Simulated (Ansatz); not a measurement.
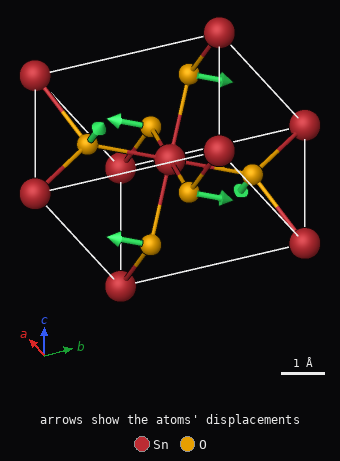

The lowest optical mode of crystalline SnO2, space group P4₂/mnm (No. 136), at the zone centre. The green arrows give the relative displacements of the atoms. A ball-and-stick model of the cell of the calculation, seen from a free direction.

Level of theory: Ansatz 0.2.0, DFT r2SCAN, scalar-relativistic, plane waves, PAW.

The input:
```yaml
crystal:
  lattice:
    - [4.7598181121, 0.0, 0.0]
    - [0.0, 4.7600576133, 0.0]
    - [0.0, 0.0, 3.2007107582]
  atoms:
    - { symbol: Sn, position: [0.5, 0.5, 0.5] }
    - { symbol: Sn, position: [0.0, 0.0, 0.0] }
    - { symbol: O, position: [0.3058623571, 0.3059582263, 0.0] }
    - { symbol: O, position: [0.8058623571, 0.1940417737, 0.5] }
    - { symbol: O, position: [0.1941376429, 0.8059582263, 0.5] }
    - { symbol: O, position: [0.6941376429, 0.6940417737, 0.0] }
basis:
  ecutwfc: 500
kpoints:
  mp_grid: { grid: [6, 6, 8] }
hamiltonian:
  xc: r2scan
scf:
  occupations: { method: gaussian, width: 0.05 }
output:
  eigenvalues: true
phonons:
  method: fd
  supercell: [1, 1, 1]
  amplitude: 0.02
  eigenvectors: true
  dielectric: false
```

Command:
```bash
ansatz run input.yaml --threads 2 --pin off --max-ram 5120MiB --backend cpu --events-out ev --progress --plain --runs-dir out
```

Frequencies are those without the non-analytic (LO–TO) term.

Question: Is the structure stable against all modes at this point?

Answer: Yes: this softest mode has a real frequency, and so have all others here. That speaks for this wave vector alone: the rest of the zone wasn't checked in this run. This is the B₁g mode at 14.8 meV, the lowest optical level, Raman-active by symmetry. The Sn atoms stay at rest; atoms of one kind move against one another, with no net shift of their sublattice; the O–Sn bond lengths don't change to first order, so for these it is a bending, tilting or sliding motion.
